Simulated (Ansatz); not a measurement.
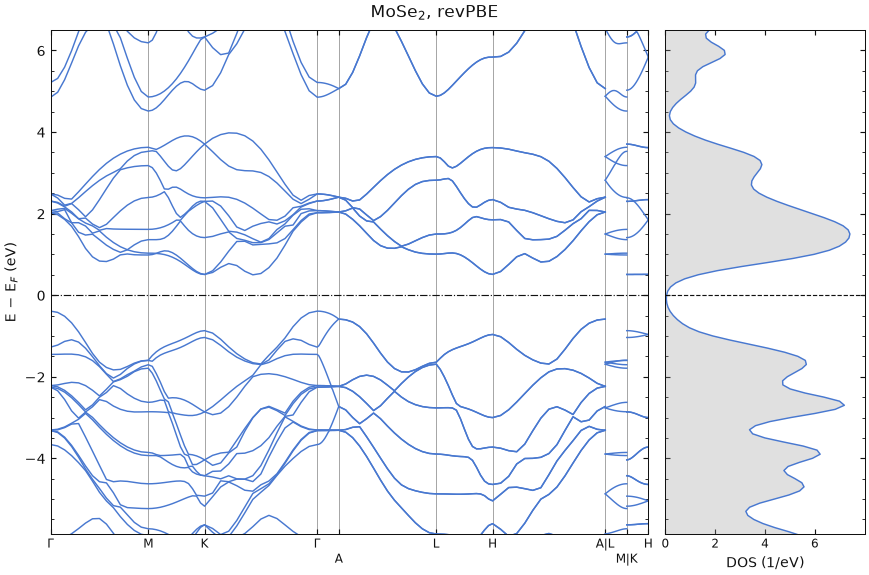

Band structure and density of states. Energies are counted from the Fermi level. The DOS curve is built from the levels of the k mesh with Gaussians 0.55 eV wide, which also blur the band edges; ripples of that width can come from the mesh.

The material is MoSe₂, space group P6_3/mmc (No. 194), 6 atoms in the cell; a = 3.288 Å, c = 12.900 Å (hexagonal axes).

Level of theory: revPBE, Ansatz PAW, no spin polarisation, no spin-orbit coupling, 9×9×2 k mesh, 420 eV cutoff; code Ansatz.

Q: Metal, semiconductor or insulator, and what is the gap?

A: A semiconductor. The gap along this path is 0.89 eV and indirect, from the valence-band top at Γ to the conduction-band bottom between K and Γ; the smallest direct gap is 1.38 eV, at K. At K the lowest conduction band lies only 0.01 eV higher.

Q: How much do the top valence band and the lowest conduction band disperse along the path?

A: The top valence band spans 1.5 eV and the lowest conduction band 1.5 eV.

Q: How many bands meet at the valence-band top?

A: The top valence level at Γ is a single band, not degenerate (spin aside).

The cell's inner coordinates are idealised or old. Spin-orbit coupling is left out, which matters for Mo and Se. The PAW data sets were made with another functional. LDA, GGA and most meta-GGA functionals understate gaps. The cell is at 10 GPa in this functional.
